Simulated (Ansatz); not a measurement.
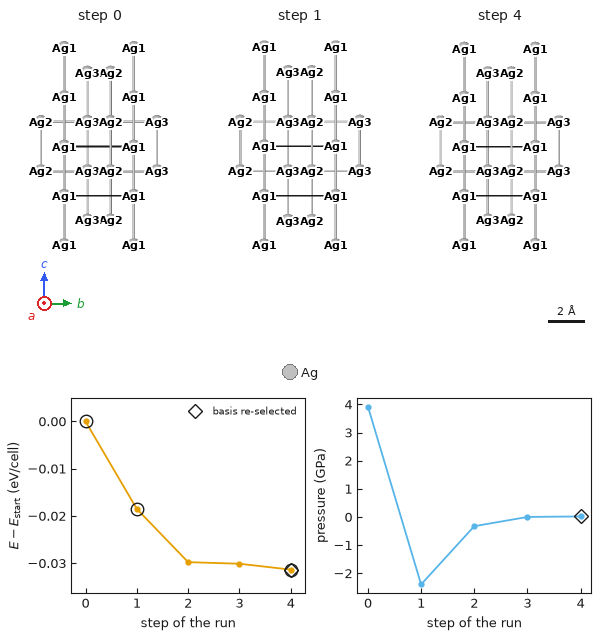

Frames of a relaxation of a crystal of Ag (a generated structure, set up in P6/mmm), marked on the history of the run. A ball-and-stick model of the cell of the calculation, repeated 1 × 1 × 2 with one cell outlined, seen along the a axis.

Phase: omega (AlB2-type).

Level of theory: DFT, r2SCAN, plane waves (500 eV) with PAW, scalar-relativistic in Ansatz. Set-up: plane-wave cutoff 500 eV; k-point mesh 8 × 8 × 11; occupations fermi dirac; smearing width 0.1 eV; no spin polarisation; cell and atoms relaxed; force threshold 0.01 eV/Å; at most 60 steps.

What happens along the run?

Answer. After 3 accepted moves (4 points after the start) the energy has fallen by 31.3 meV per cell of the calculation. All forces vanish by symmetry, so only the cell relaxes. The pressure goes from 3.92 to 0.02 GPa. The SCF was repeated once at an unchanged geometry on a basis and grid sized afresh for the cell, which shifted the energy by 1.2 meV per cell of the calculation at most. No atom moves by more than 0.005 Å relative to the cell. Cell: a = b 4.585 → 4.676 Å (+2.0 %), c 2.811 → 2.798 Å (−0.5 %). Volume +3.5 %. Some distances before and after: Ag2–Ag3 2.647 → 2.700 Å, Ag1–Ag1 2.811 → 2.798 Å. The space group stays P6/mmm (No. 191). The run took 68 s on 1 thread of Intel(R) Xeon(R) Platinum 8259CL CPU @ 2.50GHz (Skylake/Cascade Lake), on a shared host, peak memory 0.72 GiB. From step 0 to 1: volume +6.3 %, energy −18.5 meV per cell of the calculation. From step 1 to 4: volume −2.6 %, energy −12.8 meV per cell of the calculation.
